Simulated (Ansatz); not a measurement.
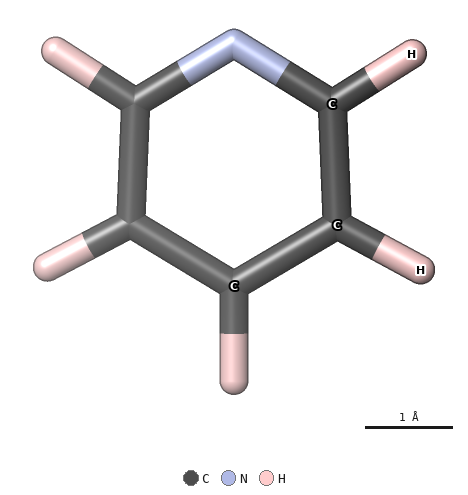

The input geometry (stick view, seen on its broad side). Bond lengths as drawn: C–C 1.40 to 1.41 Å, C–H 1.10 to 1.11 Å and C–N 1.34 Å.

# C₅H₅N: geometry relaxation

The run: geometry relaxation of C₅H₅N. Method and program: RKS PBE-D4/def2-SVP (Ansatz 0.2.0).

**The program's output**
```
The last accepted step is kept in [file] (removed where the run ends without a failure and the disk answers)
Engine: ansatz 0.2.0, x86_64-unknown-linux-gnu
Functional definition: PBE
  parameter kappa = 0.804
  parameter beta = 0.06672455060314922
  exchange = pbe_x(kappa = kappa, mu = beta*pi^2/3)
  correlation = pbe_c(beta = beta)
1252 factors; their error is unknown
mean field evaluation 1: about -6734.5926 eV, gradient 5.4e1 eV
mean field evaluation 2: about -6728.3701 eV, gradient 7.5e1 eV
mean field evaluation 4: about -6742.6994 eV, gradient 7.4e0 eV
mean field evaluation 8: about -6742.7322 eV, gradient 3.9e-1 eV
mean field evaluation 16: about -6742.7325 eV, gradient 2.4e-5 eV
mean field -6742.73253454 eV, -247.7908502561 hartree, gradient 2.4e-5 eV, S^2 0.000000; 0 other end points of the search recorded, 0 dependent functions left out
the calculation of the forces begins
reference -6742.73256391 eV, -247.7908513354 hartree; 21, 21 occupied and 88, 88 virtual orbitals, 1252 factors
relax step   1: F+E_penalty+E_count = -6742.99820827 eV  Δ(F+E_penalty+E_count) = +0.000e0 eV  max|allowed force component| = 8.271e-3 eV/Å  Δτ_max = 0.0000 Å  (28 SCF iters, accepted)
these checks for a lower state are left out or cut short: starts, cluster_reference, orbital_swaps, neighbouring_geometries, increment
1252 factors; their error is unknown
mean field -6742.73254145 eV, -247.7908505100 hartree, gradient 9.1e-6 eV, S^2 0.000000; 0 other end points of the search recorded, 0 dependent functions left out
the calculation of the forces begins
reference -6742.73257082 eV, -247.7908515893 hartree; 21, 21 occupied and 88, 88 virtual orbitals, 1252 factors
relax step   2: F+E_penalty+E_count = -6742.99821155 eV  Δ(F+E_penalty+E_count) = -3.277e-6 eV  max|allowed force component| = 2.849e-3 eV/Å  Δτ_max = 0.0003 Å  (32 SCF iters, accepted)
these checks for a lower state are left out or cut short: starts, cluster_reference, orbital_swaps, neighbouring_geometries, increment
1252 factors; their error is unknown
mean field -6742.73254399 eV, -247.7908506035 hartree, gradient 9.1e-6 eV, S^2 0.000000; 0 other end points of the search recorded, 0 dependent functions left out
the calculation of the forces begins
reference -6742.73257337 eV, -247.7908516829 hartree; 21, 21 occupied and 88, 88 virtual orbitals, 1252 factors
relax step   3: F+E_penalty+E_count = -6742.99821211 eV  Δ(F+E_penalty+E_count) = -5.609e-7 eV  max|allowed force component| = 1.042e-3 eV/Å  Δτ_max = 0.0002 Å  (32 SCF iters, accepted)
1252 factors; their error is unknown
mean field evaluation 32: about -6742.8143 eV, gradient 3.9e-1 eV
```

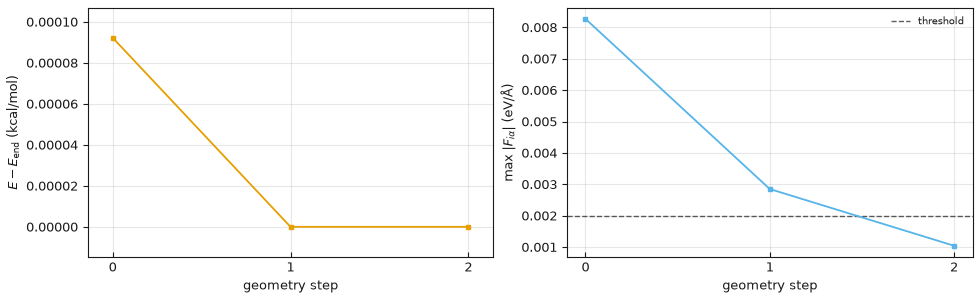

Progress of the relaxation, step by step (the first geometry is step 0 here and step 1 in the log). Over 2 geometry steps the energy falls by next to nothing (0.0 kcal/mol). Largest force component: 0.0083 eV/Å at the start, 0.001 eV/Å at the end. No atom moves by more than 0.005 Å after the best rigid fit.

```
mean field -6742.73254399 eV, -247.7908506035 hartree, gradient 9.1e-6 eV, S^2 0.000000; 1 other end points of the search recorded, 0 dependent functions left out
the calculation of the forces begins
reference -6742.73257337 eV, -247.7908516829 hartree; 21, 21 occupied and 88, 88 virtual orbitals, 1252 factors
Total energy: -6742.99824148 eV, -247.8006148059 hartree
Atom 0 at    -0.471036     1.334074     0.028014 Å, force     0.000251    -0.000127     0.000134 eV/Å
Atom 1 at    -1.358017     0.263871    -0.158250 Å, force     0.000456    -0.000032    -0.000333 eV/Å
Atom 2 at    -0.836016    -1.040681    -0.177459 Å, force    -0.000619     0.000832     0.000862 eV/Å
Atom 3 at     0.467840    -1.323515    -0.027155 Å, force     0.000044    -0.000135    -0.000113 eV/Å
Atom 4 at     1.306826    -0.290466     0.150443 Å, force    -0.000038     0.001042    -0.000477 eV/Å
Atom 5 at     0.893622     1.052177     0.186209 Å, force    -0.000554    -0.000317     0.000056 eV/Å
Atom 6 at    -0.837759     2.372114     0.049593 Å, force     0.000197    -0.000514    -0.000068 eV/Å
Atom 7 at    -2.437852     0.433264    -0.287014 Å, force    -0.000071    -0.000042     0.000042 eV/Å
Atom 8 at    -1.510915    -1.904049    -0.322367 Å, force    -0.000178    -0.000521    -0.000373 eV/Å
Atom 9 at     2.376023    -0.543216     0.272224 Å, force     0.000405    -0.000291     0.000226 eV/Å
Atom 10 at     1.629233     1.857158     0.335181 Å, force     0.000107     0.000104     0.000044 eV/Å
Dipole moment:    -0.144895     0.410138     0.008517 e Å
```

**Trajectory as extended XYZ (Å, eV, eV/Å), 3 frames, from step=1 to step=3**
```
11
Properties=species:S:1:pos:R:3:forces:R:3 step=1 energy=-6742.99821
C    -0.4710    1.3339    0.0279    0.0001   0.0015   0.0009
C    -1.3579    0.2638   -0.1582   -0.0046   0.0003  -0.0017
C    -0.8361   -1.0407   -0.1775   -0.0031  -0.0072   0.0010
N     0.4678   -1.3235   -0.0272    0.0003  -0.0003  -0.0004
C     1.3068   -0.2904    0.1504    0.0083  -0.0047   0.0002
C     0.8936    1.0521    0.1862    0.0020   0.0037   0.0005
H    -0.8376    2.3718    0.0495   -0.0019   0.0048   0.0001
H    -2.4378    0.4333   -0.2869    0.0006  -0.0002   0.0000
H    -1.5114   -1.9040   -0.3224    0.0058   0.0040   0.0004
H     2.3763   -0.5428    0.2722   -0.0067  -0.0010  -0.0006
H     1.6292    1.8572    0.3353   -0.0008  -0.0009  -0.0004
11
Properties=species:S:1:pos:R:3:forces:R:3 step=2 energy=-6742.99821
C    -0.4710    1.3340    0.0281    0.0005   0.0005  -0.0007
C    -1.3580    0.2639   -0.1583   -0.0015  -0.0001   0.0011
C    -0.8360   -1.0407   -0.1773   -0.0013  -0.0016  -0.0027
N     0.4678   -1.3235   -0.0271    0.0000  -0.0003   0.0006
C     1.3068   -0.2904    0.1504    0.0028  -0.0008   0.0012
C     0.8936    1.0522    0.1862    0.0003   0.0011   0.0000
H    -0.8377    2.3720    0.0496   -0.0005   0.0012   0.0001
H    -2.4378    0.4333   -0.2870    0.0002  -0.0001   0.0000
H    -1.5110   -1.9040   -0.3225    0.0017   0.0009   0.0010
H     2.3761   -0.5431    0.2723   -0.0020  -0.0005  -0.0007
H     1.6292    1.8572    0.3351   -0.0002  -0.0002   0.0001
11
Properties=species:S:1:pos:R:3:forces:R:3 step=3 energy=-6742.99821
C    -0.4710    1.3341    0.0280    0.0003  -0.0001   0.0001
C    -1.3580    0.2639   -0.1583    0.0005   0.0000  -0.0003
C    -0.8360   -1.0407   -0.1775   -0.0006   0.0008   0.0009
N     0.4678   -1.3235   -0.0272    0.0000  -0.0001  -0.0001
C     1.3068   -0.2905    0.1504    0.0000   0.0010  -0.0005
C     0.8936    1.0522    0.1862   -0.0006  -0.0003   0.0001
H    -0.8378    2.3721    0.0496    0.0002  -0.0005  -0.0001
H    -2.4379    0.4333   -0.2870   -0.0001   0.0000   0.0000
H    -1.5109   -1.9040   -0.3224   -0.0002  -0.0005  -0.0004
H     2.3760   -0.5432    0.2722    0.0004  -0.0003   0.0002
H     1.6292    1.8572    0.3352    0.0001   0.0001   0.0000
```

The run was set up as follows.

**The input**
```yaml
crystal:
  periodic: [false, false, false]
  atoms:
    - { symbol: C, position_ang: [-0.47096093, 1.33390513, 0.02793526] }
    - { symbol: C, position_ang: [-1.35793518, 0.26383315, -0.15823199] }
    - { symbol: C, position_ang: [-0.83605173, -1.04065814, -0.17751743] }
    - { symbol: "N", position_ang: [0.46782009, -1.323496, -0.02720255] }
    - { symbol: C, position_ang: [1.30677258, -0.29039354, 0.15043157] }
    - { symbol: C, position_ang: [0.89360171, 1.05211998, 0.18622062] }
    - { symbol: H, position_ang: [-0.83760602, 2.37179759, 0.04948907] }
    - { symbol: H, position_ang: [-2.43779058, 0.43330536, -0.28691856] }
    - { symbol: H, position_ang: [-1.51135248, -1.90401155, -0.32235787] }
    - { symbol: H, position_ang: [2.37626127, -0.54282417, 0.27225043] }
    - { symbol: H, position_ang: [1.62919127, 1.85715219, 0.33532145] }
basis:
  gaussian: { orbitals: def2-SVP }
hamiltonian:
  xc: pbe
  dispersion: d4
relax:
  f_tol: 0.002
  max_steps: 150
```

Launched with:
```bash
ansatz run input.yaml --threads 4 --pin off --max-ram 10240MiB --backend cpu --events-out ev --progress --plain --runs-dir out
```

**Results in brief**

- outcome: converged
- total energy: −6742.9982 eV
- mean-field energy: −6742.7326 eV
- SCF solution under orbital rotations: stable
- largest force (length of the vector) at the end: 0.001 eV/Å
- hardware: 4 threads of Intel Xeon @ 2.50GHz (Skylake/Cascade Lake), 64 GiB of memory available, shared host
- wall time: 4.7 s (CPU time 17 s)
- peak memory: 0.17 GiB
